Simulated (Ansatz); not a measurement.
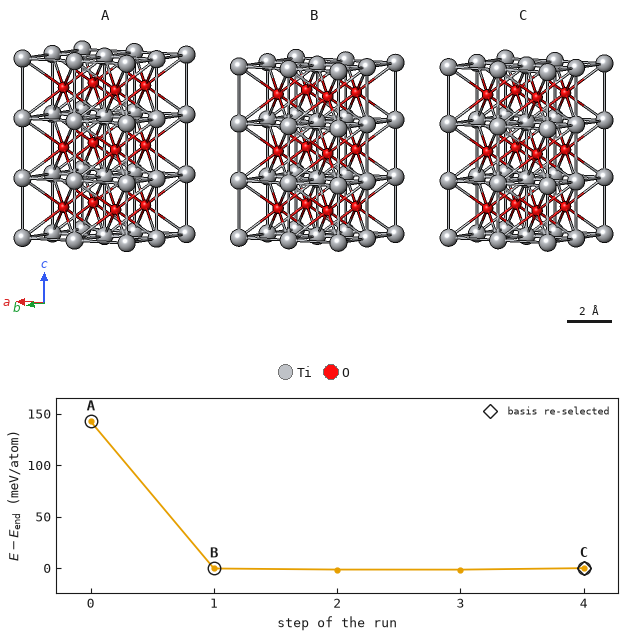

Frames of a relaxation of a crystal of TiO (built on the caesium chloride_221 type) (coarse preliminary run), marked on the history of the run. A ball-and-stick model of the cell of the calculation, repeated 2 × 2 × 3 with one cell outlined, seen from a free direction.

Case: caesium chloride type (Pm-3m, No. 221).

Theory: DFT r2SCAN, scalar-relativistic, plane waves, PAW (Ansatz 0.2.0). Set-up: plane-wave cutoff 500 eV; k-point mesh 6 × 6 × 6; occupations gaussian; smearing width 0.1 eV; no spin polarisation; cell and atoms relaxed; force threshold 0.04 eV/Å; at most 70 steps.

What happens along the run?

Answer. The atoms keep their places relative to the cell (all moves are under 0.005 Å). Cell: a = b = c 2.756 → 2.621 Å (−4.9 %). Volume −14.1 %. Among the contacts that change: Ti–Ti 2.756 → 2.621 Å, O–Ti 2.387 → 2.270 Å. The space group stays Pm-3m (No. 221). The energy falls by 143 meV per atom in 3 accepted moves (4 points after the start). All forces vanish by symmetry, so only the cell relaxes. Pressure: −27.14 GPa at the start and 0.03 GPa at the end. The SCF was repeated once at an unchanged geometry on a basis and grid sized afresh for the cell, which shifted the energy by 1.4 meV per atom at most. From step 0 to 1: volume −13.0 %, energy −143 meV per atom. From step 1 to 4: volume −1.2 %, energy +0.3 meV per atom.

Limits of the set-up: the k-point mesh is coarse for a cell with partly filled bands.
